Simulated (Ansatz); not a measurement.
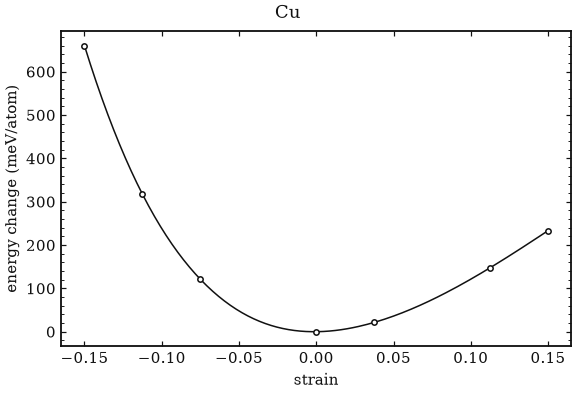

Plotted: energy change against strain for Cu, space group P2/m (No. 10).

Structure:
```xyz
1
Lattice="11.5683 0.0000 0.0000 0.0000 2.2546 0.0000 -4.5949 0.0000 21.7432" Properties=species:S:1:pos:R:3 pbc="T T T"
Cu    3.4867    1.1273   10.8716
```

How it was computed, with Ansatz 0.2.0: homogeneous strain of a crystal along one Voigt pattern with engineering shear, fractional coordinates fixed, by plane-wave density functional theory with PAW datasets, free energies less that of the undisturbed cell, pressure positive in compression; scalar-relativistic. Level: PBEsol with D3(BJ), no spin polarisation.

wave cutoff 420 eV; k mesh 6×26×4; occupations Gaussian; smearing width 0.15 eV; k shift (0, 0, 0) (mesh steps); start relaxed; strain pattern (1, 1, 0, 0, 0, 0) (xx yy zz yz xz xy with engineering shear).

From this curve and the settings, what does the calculation give for the tensile stress summed over the strain pattern and pressure at the same points?

The tensile stress summed over the strain pattern rises from −3.852 GPa at strain −0.1500 to 0.589 GPa at 0.1500, and changes sign near 0.000. The pressure falls from 1.284 GPa at strain −0.1500 to −0.196 GPa at 0.1500, and changes sign near 0.000.

| strain | tensile stress summed over the strain pattern (GPa) | pressure (GPa) |
| --- | --- | --- |
| −0.1500 | −3.852 | 1.284 |
| −0.1125 | −2.212 | 0.737 |
| −0.0750 | −1.137 | 0.379 |
| 0.0000 | 0.007 | −0.002 |
| 0.0375 | 0.286 | −0.095 |
| 0.1125 | 0.545 | −0.182 |
| 0.1500 | 0.589 | −0.196 |
